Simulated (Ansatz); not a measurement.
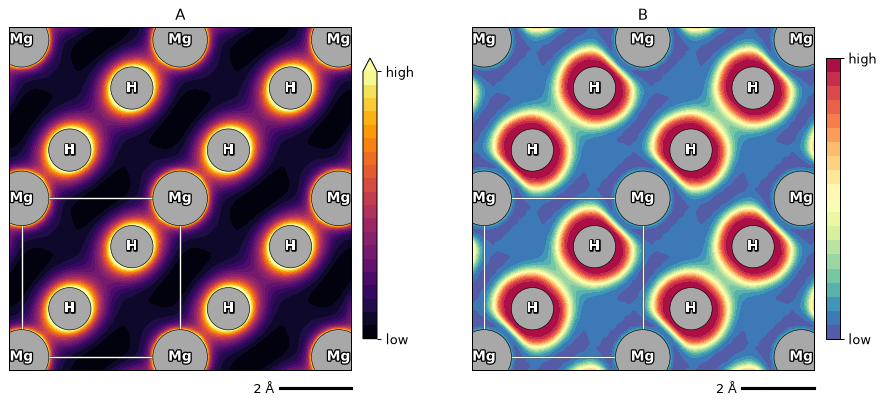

MgH₂: 2 fields on the (001) plane of the conventional cell, with unlabelled colour scales. Grey discs cover the atomic cores.

Space group P4₂/mnm; a generated structure, not necessarily the stable one.

Method: Ansatz 0.2.0, DFT LDA, scalar-relativistic, plane waves, PAW.

### Match the panels to the quantities (electron localisation function and valence pseudo-density).

Panel A: valence pseudo-density. Panel B: electron localisation function. From the grid: Mg–H (1.91 Å): ρ is about 0.21 e/Å³ halfway; the ELF climbs to about 1 towards the hydrogen (a hydride-like H with a filled shell, bound largely ionically).
